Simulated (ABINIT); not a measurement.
Input file:

```
# Pseudopotentials
pp_dirpath "./"
pseudos "Cs.GGA_PBE-JTH.xml"

# Structure
structure "poscar:POSCAR"
natom 1

# Plane-wave basis
ecut 544.227725 eV
pawecutdg 40.0

# k points
kptopt 1
ngkpt 6 6 6
nshiftk 1
shiftk 0.0 0.0 0.0

# Exchange and correlation
ixc 11

# Bands and occupations
nband 9
occopt 3
tsmear 0.05 eV

# SCF cycle
nstep 100
tolvrs 1.0e-9

# Output
iomode 3
prtwf 0
prteig 0
prtebands 0
prtvol 2
prtden 1
prtvha 1
prtvclmb 1
prtpot 1
```

Run with:

```sh
abinit run.abi > log 2>&1
```

Below, planes, directions and counts refer to the conventional cell (a = 7.90 Å, b = 7.90 Å, c = 7.90 Å, α = 90.00°, β = 90.00°, γ = 90.00°).

Space group Fm-3m; a structure from a database of computed crystals, not necessarily the ambient phase.

Method: ABINIT, Kohn-Sham DFT of a periodic cell, PBE, JTH PAW PBE v2.0.

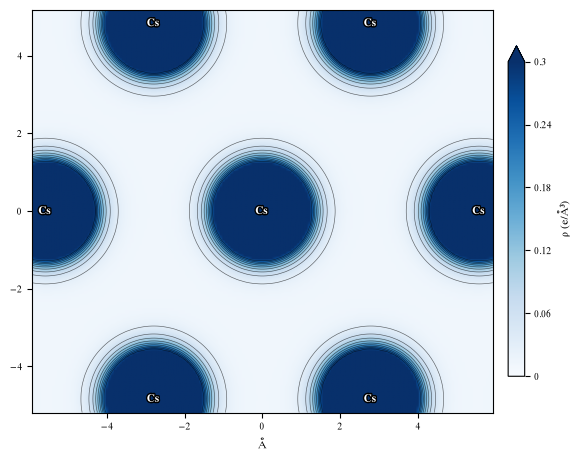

Cs. Valence charge density (pseudo) on the (111) plane of the conventional cell.

In a PAW calculation such maps are meaningful between the atoms, not at the nuclei.

Question: What do the fields say about this system?

Answer: The plane passes through Cs nuclei. Cs–Cs (5.58 Å): ρ at the midpoint is about 0.01 e/Å³. Between the atoms the lowest density in this plane is 0.01 e/Å³.
